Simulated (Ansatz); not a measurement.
Geometry relaxation, with input and output: MgO (part 3 of 3)

The same run, continued: MgO (slab, 28 atoms in the cell); DFT PBE, scalar-relativistic, plane waves, PAW, no spin polarisation (Ansatz 0.2.0); cutoff 420 eV, 2×8×1 k-mesh, Gaussian smearing of 0.05 eV. The structure derives from an entry of the Crystallography Open Database. The input holds or restrains some coordinates. It belongs to a series of runs on one base structure; here: stripe of 2 of 4 rows, two steps.

## Trajectory as extended XYZ, continued
```
28
Lattice="12.0313 0.0000 0.0000 0.0000 3.0078 0.0000 0.0000 0.0000 18.3806" Properties=species:S:1:pos:R:3:forces:R:3 step=2 energy=-34909.85794
Mg    0.0000    0.0000    1.5000   -0.0821   0.0000   0.5900
Mg    1.4962    1.5039    3.6347   -0.4236   0.0000   0.1619
O     0.0017    0.0000    3.6396    0.2263   0.0000  -0.3833
O     1.5039    1.5039    1.5000    0.1840   0.0000  -0.4162
Mg    3.0078    3.0078    1.5000   -0.1055   0.0000   0.3850
Mg    4.5175    1.5039    3.6272   -0.1704   0.0000  -0.4672
O     3.0175    3.0078    3.6415    0.3474   0.0000   0.2108
O     4.5117    1.5039    1.5000    0.0052   0.0000  -0.3280
Mg    6.0156    3.0078    1.5000    0.1052   0.0000   0.2566
Mg    7.5282    1.5039    3.6251    0.4824   0.0000  -0.2244
O     6.0150    3.0078    3.6103   -0.2147   0.0000   0.4113
O     7.5196    1.5039    1.5000   -0.1793   0.0000  -0.4513
Mg    9.0235    3.0078    1.5000    0.0887   0.0000   0.4849
Mg   10.5253    1.5039    3.6221    0.1047   0.0000   0.4012
O     9.0171    3.0078    3.6146   -0.3760   0.0000  -0.2414
O    10.5274    1.5039    1.5000   -0.0023   0.0000  -0.5518
Mg   -0.0597    0.0000    5.8089   -0.8085   0.0000   0.8337
O     1.4928    1.5039    5.7585    0.8811   0.0000  -0.0414
Mg    2.9859    3.0078    5.7689   -0.8162   0.0000  -0.4772
O     4.5466    1.5039    5.7981    0.3588   0.0000   0.9681
Mg    6.0828    3.0078    5.6941    0.6747   0.0000  -0.4337
O     7.5371    1.5039    5.7599   -0.6990   0.0000   0.1319
Mg    9.0402    3.0078    5.7453    0.7375   0.0000  -0.0170
O    10.4825    1.5039    5.7067   -0.3475   0.0000  -0.4275
Mg    1.4601    1.5039    7.8851   -1.6732   0.0000  -0.0060
O     0.0681    0.0000    7.9218    1.3273   0.0000  -0.2658
Mg    4.3500    1.5039    7.9153   -1.1211   0.0000  -0.3847
O     2.9593    3.0078    7.9140    1.4973   0.0000   0.2811
28
Lattice="12.0313 0.0000 0.0000 0.0000 3.0078 0.0000 0.0000 0.0000 18.3806" Properties=species:S:1:pos:R:3:forces:R:3 step=3 energy=-34910.55416
Mg    0.0000    0.0000    1.5000   -0.0434   0.0000   0.5425
Mg    1.4622    1.5039    3.6551   -0.0911   0.0000   0.2413
O     0.0156    0.0000    3.6313   -0.1948   0.0000  -0.1618
O     1.5039    1.5039    1.5000    0.1971   0.0000  -0.3643
Mg    3.0078    3.0078    1.5000   -0.1395   0.0000   0.4660
Mg    4.5011    1.5039    3.6196    0.0527   0.0000  -0.0700
O     3.0421    3.0078    3.6688    0.0971   0.0000  -0.1185
O     4.5117    1.5039    1.5000   -0.0037   0.0000  -0.3719
Mg    6.0156    3.0078    1.5000    0.0650   0.0000   0.3731
Mg    7.5660    1.5039    3.6041   -0.1145   0.0000  -0.0925
O     5.9992    3.0078    3.6309    0.0188   0.0000  -0.0755
O     7.5196    1.5039    1.5000   -0.1946   0.0000  -0.5184
Mg    9.0235    3.0078    1.5000    0.1220   0.0000   0.3074
Mg   10.5346    1.5039    3.6317    0.1778   0.0000  -0.2065
O     8.9876    3.0078    3.5779    0.1002   0.0000   0.1613
O    10.5274    1.5039    1.5000   -0.0102   0.0000  -0.4969
Mg   -0.1526    0.0000    5.9157    0.3918   0.0000   0.5670
O     1.5358    1.5039    5.7646    0.2295   0.0000  -0.3443
Mg    2.9319    3.0078    5.7459   -0.2424   0.0000   0.0071
O     4.5971    1.5039    5.9231    0.2233   0.0000   0.0306
Mg    6.1589    3.0078    5.6452   -0.4100   0.0000   0.2593
O     7.5017    1.5039    5.7725    0.4364   0.0000  -0.1061
Mg    9.0900    3.0078    5.7247   -0.5610   0.0000  -0.0451
O    10.4313    1.5039    5.6524    0.1620   0.0000   0.1842
Mg    1.3426    1.5039    7.8804   -0.1116   0.0000   0.2784
O     0.2385    0.0000    7.9181   -0.6266   0.0000  -0.4292
Mg    4.1631    1.5039    7.8786    0.1861   0.0000  -0.3979
O     3.0183    3.0078    7.9457    0.2818   0.0000   0.3826
28
Lattice="12.0313 0.0000 0.0000 0.0000 3.0078 0.0000 0.0000 0.0000 18.3806" Properties=species:S:1:pos:R:3:forces:R:3 step=4 energy=-34910.67036
Mg    0.0000    0.0000    1.5000   -0.0501   0.0000   0.5506
Mg    1.4499    1.5039    3.6756   -0.1118   0.0000  -0.0079
O    -0.0041    0.0000    3.6284    0.0931   0.0000  -0.1067
O     1.5039    1.5039    1.5000    0.2147   0.0000  -0.3233
Mg    3.0078    3.0078    1.5000   -0.2122   0.0000   0.4744
Mg    4.5128    1.5039    3.6070   -0.0878   0.0000  -0.0907
O     3.0531    3.0078    3.6627    0.0459   0.0000   0.1306
O     4.5117    1.5039    1.5000    0.0418   0.0000  -0.3896
Mg    6.0156    3.0078    1.5000    0.0889   0.0000   0.2930
Mg    7.5623    1.5039    3.6027    0.0947   0.0000  -0.1041
O     5.9998    3.0078    3.6237    0.0429   0.0000   0.1458
O     7.5196    1.5039    1.5000   -0.2203   0.0000  -0.5012
Mg    9.0235    3.0078    1.5000    0.1816   0.0000   0.3840
Mg   10.5432    1.5039    3.6351    0.0392   0.0000   0.1277
O     8.9917    3.0078    3.5935   -0.0424   0.0000  -0.0013
O    10.5274    1.5039    1.5000   -0.0476   0.0000  -0.5217
Mg   -0.1526    0.0000    5.9926   -0.2705   0.0000  -0.3403
O     1.5504    1.5039    5.7617    0.2170   0.0000   0.0894
Mg    2.9170    3.0078    5.7579   -0.1413   0.0000  -0.1317
O     4.6337    1.5039    5.9383    0.0673   0.0000   0.1147
Mg    6.1567    3.0078    5.6589   -0.1940   0.0000   0.0163
O     7.5315    1.5039    5.7754   -0.0999   0.0000  -0.0137
Mg    9.0581    3.0078    5.7410    0.0230   0.0000  -0.1391
O    10.4229    1.5039    5.6925    0.2156   0.0000  -0.0279
Mg    1.2837    1.5039    7.9374   -0.0637   0.0000   0.1782
O     0.1623    0.0000    7.8987    0.1644   0.0000   0.2739
Mg    4.1772    1.5039    7.8658    0.0415   0.0000  -0.2529
O     3.0592    3.0078    8.0163   -0.0319   0.0000   0.1725
28
Lattice="12.0313 0.0000 0.0000 0.0000 3.0078 0.0000 0.0000 0.0000 18.3806" Properties=species:S:1:pos:R:3:forces:R:3 step=5 energy=-34910.70400
Mg    0.0000    0.0000    1.5000   -0.0286   0.0000   0.5263
Mg    1.4435    1.5039    3.6851   -0.0125   0.0000  -0.0110
O     0.0014    0.0000    3.6212    0.0650   0.0000  -0.0395
O     1.5039    1.5039    1.5000    0.2376   0.0000  -0.3175
Mg    3.0078    3.0078    1.5000   -0.2536   0.0000   0.4907
Mg    4.5060    1.5039    3.6038   -0.0474   0.0000  -0.0333
O     3.0530    3.0078    3.6756    0.0181   0.0000   0.0334
O     4.5117    1.5039    1.5000    0.0321   0.0000  -0.3928
Mg    6.0156    3.0078    1.5000    0.0722   0.0000   0.3254
Mg    7.5633    1.5039    3.5953    0.0119   0.0000   0.0242
O     5.9960    3.0078    3.6301    0.0195   0.0000  -0.0053
O     7.5196    1.5039    1.5000   -0.2290   0.0000  -0.5155
Mg    9.0235    3.0078    1.5000    0.2199   0.0000   0.3853
Mg   10.5539    1.5039    3.6383   -0.0155   0.0000   0.0589
O     8.9930    3.0078    3.5919   -0.0064   0.0000  -0.0061
O    10.5274    1.5039    1.5000   -0.0509   0.0000  -0.5169
Mg   -0.1593    0.0000    6.0132   -0.0979   0.0000   0.0394
O     1.5655    1.5039    5.7828   -0.0107   0.0000   0.0272
Mg    2.9042    3.0078    5.7665   -0.0818   0.0000  -0.0693
O     4.6360    1.5039    5.9484    0.0205   0.0000   0.0281
Mg    6.1342    3.0078    5.6587    0.0035   0.0000  -0.0008
O     7.5197    1.5039    5.7658    0.0160   0.0000  -0.0094
Mg    9.0526    3.0078    5.7232   -0.0200   0.0000  -0.0554
O    10.4372    1.5039    5.6894    0.0739   0.0000  -0.0131
Mg    1.2733    1.5039    8.0018    0.0081   0.0000   0.1062
O     0.1611    0.0000    7.9505    0.0926   0.0000  -0.0793
Mg    4.1761    1.5039    7.8545   -0.0529   0.0000  -0.0133
O     3.0687    3.0078    8.0656    0.0155   0.0000   0.0319
28
Lattice="12.0313 0.0000 0.0000 0.0000 3.0078 0.0000 0.0000 0.0000 18.3806" Properties=species:S:1:pos:R:3:forces:R:3 step=6 energy=-34910.69898 accepted=F
Mg    0.0000    0.0000    1.5000   -0.0765   0.0000   0.5050
Mg    1.4298    1.5039    3.6848   -0.0239   0.0000   0.0088
O     0.0130    0.0000    3.5982   -0.0642   0.0000   0.0377
O     1.5039    1.5039    1.5000    0.3557   0.0000  -0.3324
Mg    3.0078    3.0078    1.5000   -0.3312   0.0000   0.4674
Mg    4.4988    1.5039    3.5956    0.0121   0.0000   0.0887
O     3.0563    3.0078    3.7000   -0.0203   0.0000  -0.0541
O     4.5117    1.5039    1.5000   -0.0013   0.0000  -0.3681
Mg    6.0156    3.0078    1.5000    0.1214   0.0000   0.3338
Mg    7.5627    1.5039    3.5971    0.0056   0.0000   0.0047
O     5.9926    3.0078    3.6340   -0.0022   0.0000  -0.0181
O     7.5196    1.5039    1.5000   -0.2784   0.0000  -0.5009
Mg    9.0235    3.0078    1.5000    0.2886   0.0000   0.3943
Mg   10.5628    1.5039    3.6532    0.0492   0.0000  -0.1036
O     8.9908    3.0078    3.5909    0.0416   0.0000   0.0497
O    10.5274    1.5039    1.5000   -0.0849   0.0000  -0.5181
Mg   -0.1569    0.0000    6.0964   -0.0882   0.0000  -0.1397
O     1.5299    1.5039    5.7964    0.1372   0.0000   0.0818
Mg    2.8548    3.0078    5.7756    0.0305   0.0000  -0.0493
O     4.6577    1.5039    5.9835   -0.1183   0.0000   0.0187
Mg    6.1298    3.0078    5.6642    0.0692   0.0000  -0.0123
O     7.5314    1.5039    5.7640   -0.0718   0.0000  -0.0093
Mg    9.0518    3.0078    5.7091   -0.0275   0.0000  -0.0198
O    10.4440    1.5039    5.6938    0.0970   0.0000   0.1655
Mg    1.2798    1.5039    8.1407   -0.0107   0.0000  -0.1729
O     0.1881    0.0000    8.0136    0.0039   0.0000   0.0960
Mg    4.1612    1.5039    7.8635    0.0448   0.0000  -0.0597
O     3.0750    3.0078    8.1228   -0.0580   0.0000   0.1059
28
Lattice="12.0313 0.0000 0.0000 0.0000 3.0078 0.0000 0.0000 0.0000 18.3806" Properties=species:S:1:pos:R:3:forces:R:3 step=7 energy=-34910.71210
Mg    0.0000    0.0000    1.5000   -0.0383   0.0000   0.5086
Mg    1.4356    1.5039    3.6866    0.0105   0.0000   0.0010
O     0.0079    0.0000    3.6110   -0.0096   0.0000   0.0017
O     1.5039    1.5039    1.5000    0.2801   0.0000  -0.3247
Mg    3.0078    3.0078    1.5000   -0.2921   0.0000   0.4812
Mg    4.4994    1.5039    3.6010   -0.0019   0.0000   0.0147
O     3.0523    3.0078    3.6852    0.0051   0.0000  -0.0112
O     4.5117    1.5039    1.5000    0.0156   0.0000  -0.3819
Mg    6.0156    3.0078    1.5000    0.0840   0.0000   0.3369
Mg    7.5645    1.5039    3.5969   -0.0144   0.0000   0.0004
O     5.9945    3.0078    3.6305    0.0046   0.0000   0.0060
O     7.5196    1.5039    1.5000   -0.2353   0.0000  -0.4996
Mg    9.0235    3.0078    1.5000    0.2543   0.0000   0.3911
Mg   10.5615    1.5039    3.6457   -0.0049   0.0000  -0.0021
O     8.9953    3.0078    3.5938    0.0042   0.0000   0.0075
O    10.5274    1.5039    1.5000   -0.0663   0.0000  -0.5090
Mg   -0.1640    0.0000    6.0504   -0.0224   0.0000   0.0255
O     1.5540    1.5039    5.7945    0.0172   0.0000  -0.0180
Mg    2.8776    3.0078    5.7678    0.0081   0.0000  -0.0197
O     4.6367    1.5039    5.9657    0.0257   0.0000  -0.0271
Mg    6.1305    3.0078    5.6598   -0.0035   0.0000   0.0047
O     7.5229    1.5039    5.7617   -0.0087   0.0000  -0.0056
Mg    9.0505    3.0078    5.7137    0.0150   0.0000  -0.0028
O    10.4474    1.5039    5.6977   -0.0326   0.0000  -0.0204
Mg    1.2768    1.5039    8.0604    0.0104   0.0000   0.0091
O     0.1776    0.0000    7.9740    0.0048   0.0000   0.0052
Mg    4.1622    1.5039    7.8578   -0.0186   0.0000   0.0239
O     3.0676    3.0078    8.1060    0.0093   0.0000   0.0048
28
Lattice="12.0313 0.0000 0.0000 0.0000 3.0078 0.0000 0.0000 0.0000 18.3806" Properties=species:S:1:pos:R:3:forces:R:3 step=8 energy=-34910.71244
Mg    0.0000    0.0000    1.5000   -0.0361   0.0000   0.5079
Mg    1.4332    1.5039    3.6877    0.0087   0.0000  -0.0049
O     0.0058    0.0000    3.6108   -0.0028   0.0000   0.0060
O     1.5039    1.5039    1.5000    0.2735   0.0000  -0.3227
Mg    3.0078    3.0078    1.5000   -0.2917   0.0000   0.4812
Mg    4.4994    1.5039    3.6015    0.0038   0.0000  -0.0120
O     3.0539    3.0078    3.6816   -0.0034   0.0000   0.0065
O     4.5117    1.5039    1.5000    0.0246   0.0000  -0.3835
Mg    6.0156    3.0078    1.5000    0.0758   0.0000   0.3289
Mg    7.5612    1.5039    3.5964    0.0090   0.0000  -0.0069
O     5.9954    3.0078    3.6301   -0.0019   0.0000   0.0080
O     7.5196    1.5039    1.5000   -0.2342   0.0000  -0.4978
Mg    9.0235    3.0078    1.5000    0.2543   0.0000   0.3906
Mg   10.5598    1.5039    3.6451    0.0087   0.0000  -0.0006
O     8.9954    3.0078    3.5944   -0.0102   0.0000   0.0042
O    10.5274    1.5039    1.5000   -0.0736   0.0000  -0.5103
Mg   -0.1725    0.0000    6.0623    0.0301   0.0000  -0.0075
O     1.5615    1.5039    5.7938   -0.0186   0.0000   0.0003
Mg    2.8810    3.0078    5.7601   -0.0086   0.0000   0.0059
O     4.6395    1.5039    5.9614   -0.0016   0.0000   0.0087
Mg    6.1301    3.0078    5.6600    0.0026   0.0000  -0.0135
O     7.5209    1.5039    5.7601    0.0045   0.0000   0.0063
Mg    9.0478    3.0078    5.7111   -0.0060   0.0000  -0.0048
O    10.4433    1.5039    5.6988   -0.0066   0.0000   0.0085
Mg    1.2872    1.5039    8.0636   -0.0127   0.0000   0.0009
O     0.1856    0.0000    7.9795    0.0068   0.0000   0.0032
Mg    4.1642    1.5039    7.8561    0.0021   0.0000   0.0053
O     3.0742    3.0078    8.1133    0.0035   0.0000  -0.0081
28
Lattice="12.0313 0.0000 0.0000 0.0000 3.0078 0.0000 0.0000 0.0000 18.3806" Properties=species:S:1:pos:R:3:forces:R:3 step=9 energy=-34910.71246
Mg    0.0000    0.0000    1.5000   -0.0403   0.0000   0.5103
Mg    1.4374    1.5039    3.6865   -0.0179   0.0000  -0.0008
O     0.0066    0.0000    3.6114    0.0123   0.0000  -0.0036
O     1.5039    1.5039    1.5000    0.2804   0.0000  -0.3231
Mg    3.0078    3.0078    1.5000   -0.2889   0.0000   0.4776
Mg    4.5005    1.5039    3.6013   -0.0014   0.0000   0.0040
O     3.0530    3.0078    3.6834    0.0042   0.0000   0.0011
O     4.5117    1.5039    1.5000    0.0185   0.0000  -0.3821
Mg    6.0156    3.0078    1.5000    0.0829   0.0000   0.3334
Mg    7.5640    1.5039    3.5961   -0.0064   0.0000   0.0074
O     5.9951    3.0078    3.6303   -0.0021   0.0000  -0.0019
O     7.5196    1.5039    1.5000   -0.2356   0.0000  -0.5017
Mg    9.0235    3.0078    1.5000    0.2577   0.0000   0.3964
Mg   10.5638    1.5039    3.6462   -0.0199   0.0000   0.0022
O     8.9947    3.0078    3.5947    0.0114   0.0000  -0.0034
O    10.5274    1.5039    1.5000   -0.0669   0.0000  -0.5091
Mg   -0.1653    0.0000    6.0594   -0.0216   0.0000  -0.0047
O     1.5559    1.5039    5.7932    0.0134   0.0000   0.0050
Mg    2.8785    3.0078    5.7651    0.0067   0.0000  -0.0108
O     4.6391    1.5039    5.9629   -0.0067   0.0000   0.0068
Mg    6.1303    3.0078    5.6589    0.0128   0.0000   0.0037
O     7.5216    1.5039    5.7619   -0.0025   0.0000  -0.0089
Mg    9.0504    3.0078    5.7112   -0.0140   0.0000   0.0071
O    10.4436    1.5039    5.6997    0.0206   0.0000  -0.0040
Mg    1.2843    1.5039    8.0670   -0.0021   0.0000  -0.0074
O     0.1850    0.0000    7.9798    0.0039   0.0000   0.0076
Mg    4.1657    1.5039    7.8582    0.0030   0.0000  -0.0162
O     3.0733    3.0078    8.1082   -0.0014   0.0000   0.0150
28
Lattice="12.0313 0.0000 0.0000 0.0000 3.0078 0.0000 0.0000 0.0000 18.3806" Properties=species:S:1:pos:R:3:forces:R:3 step=10 energy=-34910.71258
Mg    0.0000    0.0000    1.5000   -0.0397   0.0000   0.5117
Mg    1.4350    1.5039    3.6864   -0.0015   0.0000   0.0053
O     0.0068    0.0000    3.6113   -0.0036   0.0000  -0.0041
O     1.5039    1.5039    1.5000    0.2782   0.0000  -0.3247
Mg    3.0078    3.0078    1.5000   -0.2900   0.0000   0.4812
Mg    4.5003    1.5039    3.6013   -0.0042   0.0000   0.0014
O     3.0536    3.0078    3.6831    0.0002   0.0000  -0.0070
O     4.5117    1.5039    1.5000    0.0222   0.0000  -0.3835
Mg    6.0156    3.0078    1.5000    0.0788   0.0000   0.3317
Mg    7.5632    1.5039    3.5961   -0.0019   0.0000   0.0008
O     5.9950    3.0078    3.6303    0.0049   0.0000  -0.0031
O     7.5196    1.5039    1.5000   -0.2345   0.0000  -0.4991
Mg    9.0235    3.0078    1.5000    0.2581   0.0000   0.3923
Mg   10.5611    1.5039    3.6461    0.0060   0.0000   0.0023
O     8.9953    3.0078    3.5947   -0.0018   0.0000  -0.0006
O    10.5274    1.5039    1.5000   -0.0715   0.0000  -0.5093
Mg   -0.1672    0.0000    6.0601    0.0012   0.0000   0.0045
O     1.5580    1.5039    5.7936    0.0078   0.0000   0.0005
Mg    2.8798    3.0078    5.7622   -0.0017   0.0000   0.0040
O     4.6388    1.5039    5.9619    0.0042   0.0000   0.0043
Mg    6.1310    3.0078    5.6586   -0.0052   0.0000   0.0014
O     7.5217    1.5039    5.7605   -0.0004   0.0000   0.0024
Mg    9.0489    3.0078    5.7124    0.0065   0.0000  -0.0029
O    10.4445    1.5039    5.6995   -0.0054   0.0000   0.0000
Mg    1.2851    1.5039    8.0667    0.0084   0.0000   0.0034
O     0.1864    0.0000    7.9799   -0.0047   0.0000  -0.0021
Mg    4.1662    1.5039    7.8573   -0.0012   0.0000   0.0014
O     3.0769    3.0078    8.1154   -0.0090   0.0000  -0.0123
```

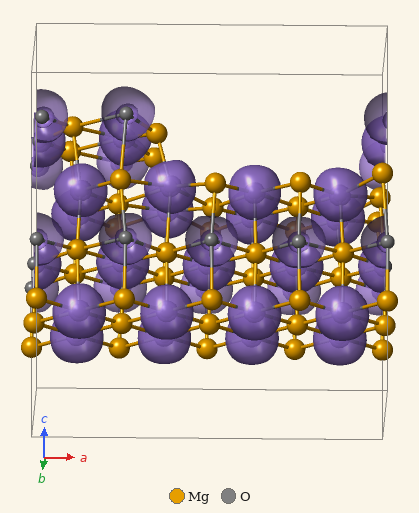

Fig. 1: Isosurface of the electron localisation function at 0.7 (purple), seen at an oblique angle. Only the valence region is drawn (cores and ρ < 0.01 e/Å³ removed). Sticks mark near contacts. Counts are for one cell; the picture repeats the cell along the surface.  Values along the shortest contacts: Mg–O (1.86 Å): the ELF is about 0.35 at the midpoint. Mg–O (1.95 Å): the ELF is about 0.35 at the midpoint. In a PAW calculation such maps are meaningful between the atoms, not at the nuclei.

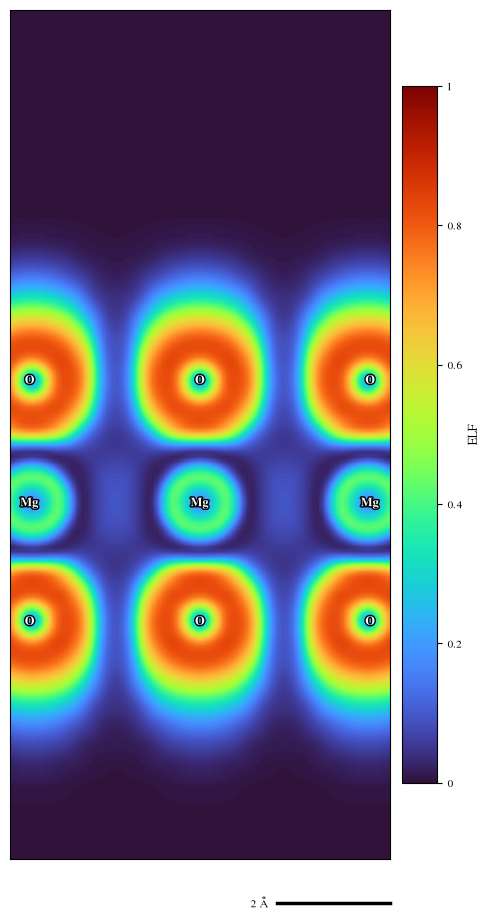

Fig. 2: ELF on the (100) plane of the calculation cell, a cut from vacuum to vacuum. Atoms in the plane: Mg and O. Mg–O (2.10 Å): the ELF is about 0.35 at the midpoint. Mg–O (2.16 Å): the ELF is about 0.35 at the midpoint.

## Results in brief

- outcome: converged under the restraints of the input
- electrons treated: 224
- free energy: −34910.7126 eV
- Fermi energy: 1.755 eV
- gap on the k-point mesh: 0.13 eV
- final volume: 665.16 Å³
- largest force (length of the vector) at the end, held atoms and coordinates included: 0.562 eV/Å
- wall time: 3.9 min (CPU time 14 min)
- peak memory: 2.2 GiB

## Notes

The program warns: the exchange-correlation potential is rough where the density is thin.
